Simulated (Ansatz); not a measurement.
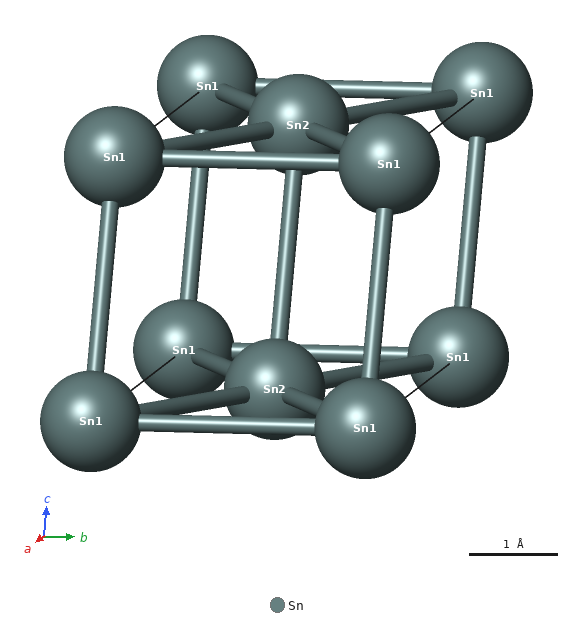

*The input geometry (ball-and-stick view of the cell of the calculation, set on other vectors, seen slightly off an axis; atoms are numbered from 1 in the order of the input). An atom can appear more than once, as a periodic image.*

Geometry relaxation of Sn

The run: geometry relaxation of Sn (2 atoms in the cell). Method and program: DFT PBEsol, scalar-relativistic, plane waves, PAW, no spin polarisation (Ansatz 0.2.0).

The structure derives from an entry of the Crystallography Open Database. It belongs to a series of runs on one base structure; here: film's bulk on the substrate's plane, third vector and atoms relaxed. Figures and captions count atoms from 1; the log counts them from 0 in places.

Log:
```
Engine: ansatz 0.2.0, x86_64-unknown-linux-gnu
Pseudopotentials: kind: paw
Pseudopotential: Sn, paw, valence charge 14, recommended cutoff 420 eV (normal), Sn.paw.azcp
Functional definition: PBEsol
  exchange = pbesol_x
  correlation = pbesol_c
Crystal: 2 atoms, lattice volume = 54.082 Å³
Basis set: ecut = 420 eV, 1057 PW (Γ), exchange–correlation on 48×90×48 points (8 copies of the dense FFT grid, shifted against one another)
Bands: 18, of which v1, the nominal top of the filled ones, is band 14 counted from 1 (13 counted from 0)
Symmetry: 8 space group operations
Space group: C2/m (ITA 12), of the structure as read, at distance tolerance 3.8e-5 Å
k-points: 240 of 858
Non-local potential: Sn, projectors of the file, l = 0: 2, l = 1: 2, l = 2: 2, l = 3: 2
PAW form: soft (Blöchl's): semilocal exchange-correlation on the pseudo side does not see the compensation charge
PAW frozen core: Sn, regenerated for the run's functional, and the local potential with it (the file was generated under x = pbe(κ = 0.804, μ = 0.2195149727645171), c = pbe(β = 0.06672455060314922))
PAW one-centre angular grid: Sn, 590 points (default); XC on 64 Gauss nodes
Initial density: superposition of atomic densities (neutral atoms: chi_scale 0, normalization atom), corrected by the library's trained network
Initial wavefunctions: pseudopotential atomic-orbital guess
Functional: x = pbesol(κ = 0.804, μ = 0.12345679012345678), c = pbesol(β = 0.046)
SCF iter   1: F=—  HF=-11899.500961 eV  |F-HF|=—  |Δ(HF+E_count)|=         —  Δρ=2.54e-3  dr2=2.02e-3  ethr=1.77e-3  ⟨swp⟩=5.4  Hψ=20939  notcnv=0
preconditioner: auto → Kerker (q_TF=auto, 2.445 Å⁻¹)  [metal: Δε(μ)=0.009 eV  Ē_g=19.883 eV  σ=0.100 eV  W_gap=0.05  n_scr=16 (ndim 8)  ℏωp=26.7 eV  f_vac=0.000  D(μ)=1.08/eV (n_scr^D=2)]
SCF iter   2: F=—  HF=-11899.498563 eV  |F-HF|=—  |Δ(HF+E_count)|=   2.40e-3  Δρ=1.63e-3  dr2=8.63e-4  ethr=7.21e-6  ⟨swp⟩=2.3  Hψ=8915  notcnv=0
SCF iter   3: F=—  HF=-11899.498369 eV  |F-HF|=—  |Δ(HF+E_count)|=   1.94e-4  Δρ=8.56e-4  dr2=2.21e-4  ethr=3.08e-6  ⟨swp⟩=2.0  Hψ=7624  notcnv=0
SCF iter   4: F=—  HF=-11899.498197 eV  |F-HF|=—  |Δ(HF+E_count)|=   1.72e-4  Δρ=2.67e-4  dr2=2.12e-5  ethr=7.91e-7  ⟨swp⟩=2.0  Hψ=7232  notcnv=0
SCF iter   5: F=—  HF=-11899.498182 eV  |F-HF|=—  |Δ(HF+E_count)|=   1.56e-5  Δρ=6.87e-5  dr2=1.49e-6  ethr=7.56e-8  ⟨swp⟩=2.0  Hψ=7394  notcnv=0
SCF iter   6: F=—  HF=-11899.498181 eV  |F-HF|=—  |Δ(HF+E_count)|=   8.89e-7  Δρ=1.88e-5  dr2=1.14e-7  ethr=5.33e-9  ⟨swp⟩=2.0  Hψ=7039  notcnv=0
SCF iter   7: F=-11899.498181 eV  HF=-11899.498181 eV  |F-HF|=2.43e-9  |Δ(HF+E_count)|=   7.97e-8  Δρ=2.52e-6  dr2=1.98e-9  ethr=3.57e-10  ⟨swp⟩=9.2  Hψ=28525  notcnv=0
SCF 1 converged in 7 iterations: F = -11899.498181 eV  dr2 = 1.98e-9
  greatest PAW one-centre occupation: 0.992 electrons in one spin orbital (limit 2), on the Sn atom at site 1 (counted from 0), in its partial waves of l = 2
relax step   1: F+E_penalty+E_count = -11899.49818083 eV  Δ(F+E_penalty+E_count) = +0.000e0 eV  max|allowed force component| = 2.367e-29 eV/Å  Δτ_max = 0.0000 Å  P = -0.905 GPa  Ω = 54.082 Å³  fix = [a, b, gamma]  reactions: a -0.733, b -1.979 GPa  (7 SCF iters, dr2 threshold 1.00e-7 eV, accepted)
Initial density: handed on by an earlier stage of this run
Initial wavefunctions: pseudopotential atomic-orbital guess (no wavefunctions were taken with the density)
iter 1 solved again at ethr=3.62e-7 eV; its pass at ethr=3.10e-3 eV (dr2=1.01e-4 eV) is discarded
SCF iter   1: F=—  HF=-11899.498181 eV  |F-HF|=—  |Δ(HF+E_count)|=         —  Δρ=2.05e-6  dr2=1.66e-9  ethr=3.62e-7  ⟨swp⟩=2.7  Hψ=30807  notcnv=0
eigensolver tolerance schedule: the retry pair's looser diagonalisation over-reported the residual by 60899.65 of it (diagonalisation noise at an unbounded share of the residual, at the tolerance the schedule requests for it); recorded, not acted on — ethr = c·dr2/N_el stays at c = 1.0e-1
preconditioner: auto → Kerker (q_TF=auto, 2.445 Å⁻¹)  [metal: Δε(μ)=0.028 eV  Ē_g=19.928 eV  σ=0.100 eV  W_gap=0.15  n_scr=16 (ndim 8)  ℏωp=26.7 eV  f_vac=0.000  D(μ)=1.08/eV (n_scr^D=2)]
SCF iter   2: F=—  HF=-11899.498181 eV  |F-HF|=—  |Δ(HF+E_count)|=   6.22e-7  Δρ=1.31e-6  dr2=4.96e-10  ethr=5.95e-12  ⟨swp⟩=4.2  Hψ=10873  notcnv=0
SCF iter   3: F=—  HF=-11899.498181 eV  |F-HF|=—  |Δ(HF+E_count)|=  1.24e-10  Δρ=6.48e-7  dr2=1.14e-10  ethr=1.77e-12  ⟨swp⟩=2.0  Hψ=7674  notcnv=0
SCF iter   4: F=-11899.498181 eV  HF=-11899.498181 eV  |F-HF|=5.46e-12  |Δ(HF+E_count)|=  1.42e-10  Δρ=1.74e-7  dr2=1.32e-11  ethr=1.00e-12  ⟨swp⟩=6.9  Hψ=21651  notcnv=0
SCF 2 converged in 4 iterations: F = -11899.498181 eV  dr2 = 1.32e-11
relax step   2: F+E_penalty+E_count = -11899.49818083 eV  Δ(F+E_penalty+E_count) = -1.148e-9 eV  max|allowed force component| = 5.128e-30 eV/Å  Δτ_max = 0.0000 Å  P = -0.905 GPa  Ω = 54.082 Å³  fix = [a, b, gamma]  reactions: a -0.733, b -1.979 GPa  stress off target by 3.57e-2 GPa on what of the cell is left free  SCF on the basis re-selected at this cell (its energy is not comparable with the rows above)  (4 SCF iters)
```

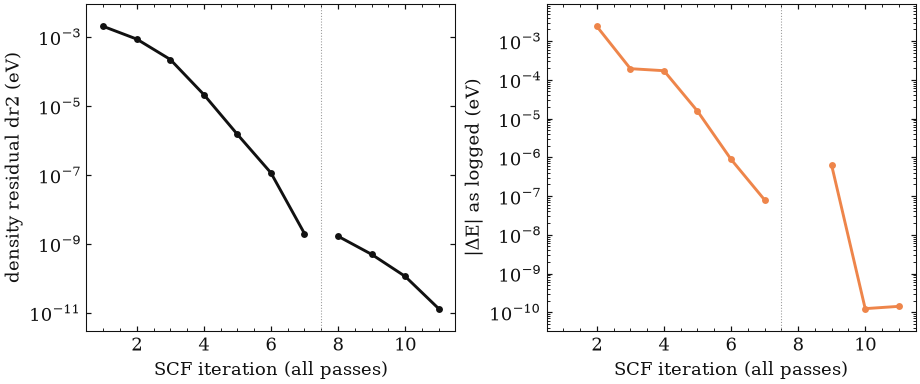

*Convergence of the self-consistent field: density residual dr2 and size of the energy change against the SCF iteration. The dotted lines part the SCF passes of the relaxation: geometry steps, rejected trials and re-solves on a re-selected basis.*

The passes take 7 and 4 iterations.

```
basis re-selected at this cell: Δ(F+E_penalty+E_count) = -1.148e-9 eV, ΔP = -0.000 GPa vs the last step (what re-selecting the basis moved, of the pressure what is left beyond the Pulay correction that the steps carried, after the strain that the cell walked since its last selection, with what the two solves' SCF thresholds leave and, on support functions, any second-order correction that the steps lacked; it is no measure of the basis error at this ecutwfc). This SCF's stress stands 3.57e-2 GPa from its target on what of the cell is left free (relax.cell.stress_tol is 1.00e-1 GPa) and its largest allowed force component is 5.13e-30 eV/Å (relax.f_tol is 1.00e-2 eV/Å): within both
SCF converged after 4 iterations
Free energy (F): -11899.498181 eV
Harris-Foulkes:  -11899.498181 eV  (|F-HF|=5.46e-12)
Internal energy: -11899.492777 eV  (E = F + TS)
E sigma→0 (E₀):  -11899.495479 eV
Entropy (-TS):   -0.005404 eV (-2.702 meV/atom)
Fermi energy:    10.863922 eV
--- Per-component energies (eV) ---
  E_band       = -162.491247
  E_kinetic    = 372.974141
  E_local      = -1649.725817  (includes V_loc(G=0)·N_el)
  E_nonlocal   = -61.811617
  E_hartree    = 1037.352629
  E_xc         = -759.514550
  E_vxc        = -194.797746  (∫ρ·V_xc dr)
  E_paw        = -8126.767517  (= ΣΔE_a)
  E_vpaw       = -703.835540  (= ΣTr[D̂ρ^β])
  E_aug_tail   = -0.000001  (compensation charges beyond the density's cutoff)
  E_ewald      = -2712.569725
  E_core_change = 0.569680  (= ΣΔE_core)
  E_smearing   = -0.005404  (= −TS)
  E_closure    = -0.000000  (closes the sum)
  Σ components = -11899.498181   (vs F -11899.498181, Δ=0.00e0)
--- Forces (eV/Å), atoms counted from 1 ---
  atom   1  Sn     0.00000000    -0.00000000     0.00000000
  atom   2  Sn     0.00000000    -0.00000000     0.00000000
  max |Σ_I F_I| component: 1.51e-28 eV/Å
--- Stress (GPa, compression-positive) ---
       -0.733239      -0.000000       0.000000
       -0.000000      -1.979281       0.033878
        0.000000       0.033878      -0.003527
  P = ⅓ Tr σ = -0.9053 GPa (-9.053 kbar)
--- Band table (eV; the first three rows and the last of 240) ---
  k-point 0: bands = ["-10.7956", "-10.7432", "-10.7004", "-10.6574", "-10.6302", "-10.6095", "-10.5286", "-10.5099", "-10.5010", "-10.4822", "-0.3808", "4.5084", "6.4549", "14.1549", "14.3237", "17.5436", "17.6686", "17.8718"]
  k-point 1: bands = ["-10.7862", "-10.7361", "-10.6933", "-10.6527", "-10.6240", "-10.6128", "-10.5318", "-10.5114", "-10.5100", "-10.4904", "-0.2480", "4.1800", "7.0354", "13.0529", "14.4715", "17.1242", "17.9588", "18.0820"]
  k-point 2: bands = ["-10.7628", "-10.7220", "-10.6713", "-10.6349", "-10.6216", "-10.6076", "-10.5397", "-10.5342", "-10.5154", "-10.5131", "0.1510", "3.6893", "8.2452", "11.3186", "14.9086", "15.6346", "16.4768", "18.2509"]
  k-point 239: bands = ["-10.7373", "-10.7343", "-10.6935", "-10.6931", "-10.5426", "-10.5420", "-10.5082", "-10.5054", "-10.4323", "-10.4309", "5.8603", "6.6741", "7.6934", "8.5139", "11.4597", "11.5615", "12.6744", "13.2976"]
--- Relaxed structure (1 steps of the walk, 1 accepted, 1 SCFs on fresh bases) ---
  F+E_penalty+E_count = -11899.49818083 eV   max|allowed force component| = 5.128e-30 eV/Å   (the final SCF, on the basis selected at the relaxed cell)
  cell:  # Å, volume = 54.0822 Å³
    - [3.1962448395, 0.0, 0.0]
    - [0.0, 6.3924896789, 0.0]
    - [0.0, -1.8504413553, 2.646940868]
  atoms:
    - { symbol: Sn, position: [0.0, 0.0, 0.0] }
    - { symbol: Sn, position: [0.49999999999999994, 0.5, 0.0] }
```

Trajectory as extended XYZ (Å, eV, eV/Å), 2 frames, from step=1 to step=2:
```
2
Lattice="3.1962 0.0000 0.0000 0.0000 6.3925 0.0000 0.0000 -1.8504 2.6469" Properties=species:S:1:pos:R:3:forces:R:3 step=1 energy=-11899.49818 pressure_GPa=-0.91
Sn    0.0000    0.0000    0.0000    0.0000   0.0000   0.0000
Sn    1.5981    3.1962    0.0000    0.0000   0.0000   0.0000
2
Lattice="3.1962 0.0000 0.0000 0.0000 6.3925 0.0000 0.0000 -1.8504 2.6469" Properties=species:S:1:pos:R:3:forces:R:3 step=2 energy=-11899.49818 pressure_GPa=-0.91
Sn    0.0000    0.0000    0.0000    0.0000   0.0000   0.0000
Sn    1.5981    3.1962    0.0000    0.0000   0.0000   0.0000
```

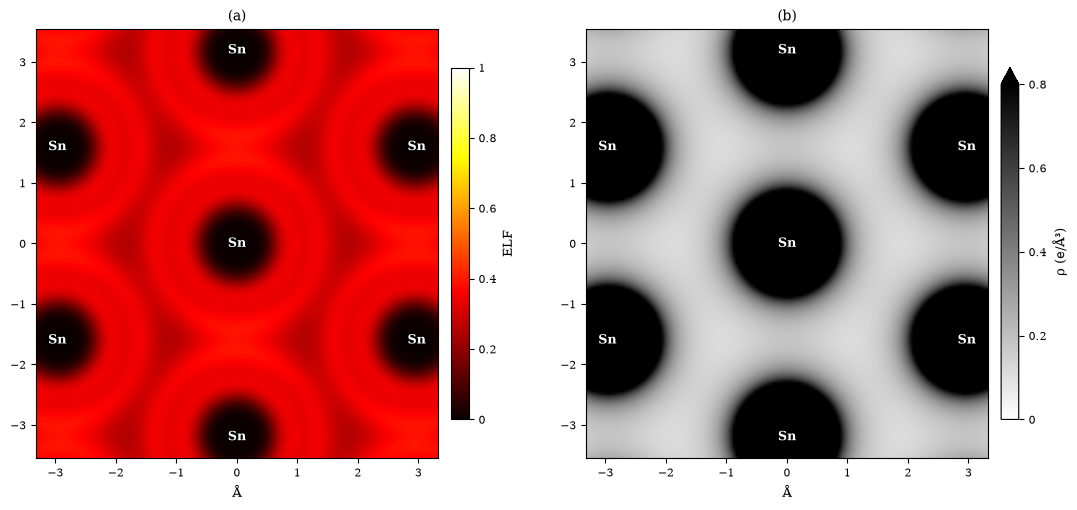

*(a) electron localisation function; (b) valence charge density (pseudo) on the (001) plane of the conventional cell.*

Sn–Sn (3.20 Å): ρ is about 0.18 e/Å³ halfway; the ELF is about 0.40 at the midpoint, which marks metallic bonding. Sn–Sn (3.37 Å): ρ at the midpoint is about 0.14 e/Å³; the ELF is about 0.30 at the midpoint (no shared electron pair). Away from the nuclei the density in this plane falls to 0.11 e/Å³ at its lowest. In a PAW calculation such maps are meaningful between the atoms, not at the nuclei.

This output came from the following input.

The input:
```yaml
crystal:
  lattice:
    - [3.1962448395, 0.0, 0.0]
    - [0.0, 6.3924896789, 0.0]
    - [0.0, -1.8504413553, 2.646940868]
  atoms:
    - { symbol: Sn, position: [0.0, 0.0, 0.0] }
    - { symbol: Sn, position: [0.5, 0.5, 0.0] }
basis:
  ecutwfc: 420
kpoints:
  mp_grid: { grid: [11, 6, 13] }
hamiltonian:
  xc: pbesol
scf:
  occupations: { method: gaussian, width: 0.1 }
output:
  forces: true
  stress: true
  eigenvalues: true
  write_density: true
  write_potential: true
  elf: true
  volumetric_format: npy
relax:
  adjacent_minimum: "off"
  f_tol: 0.01
  max_steps: 50
  cell: { fix: [a, b, gamma], stress_tol: 0.1 }
```

Command:
```bash
ansatz run input.yaml --threads 4 --pin off --max-ram 10240MiB --backend cpu --events-out ev --progress --plain --runs-dir out
```

Key numbers:

- outcome: converged
- space group (tolerance 0.01 Å): C2/m (12)
- electrons treated: 28
- free energy: −11899.4982 eV
- Fermi energy: 10.864 eV
- gap on the k-point mesh: none (metallic)
- pressure: −0.91 GPa
- final volume: 54.08 Å³
- largest force (length of the vector) at the end: under 0.001 eV/Å
- final cell: a = 3.196 Å, b = 6.392 Å, c = 3.230 Å, α = 124.96°, β = 90.00°, γ = 90.00°
- hardware: 4 threads of Intel Xeon @ 2.50GHz (Skylake/Cascade Lake), 32 GiB of memory available, shared host
- wall time: 8.5 s (CPU time 31 s)
- peak memory: 0.58 GiB
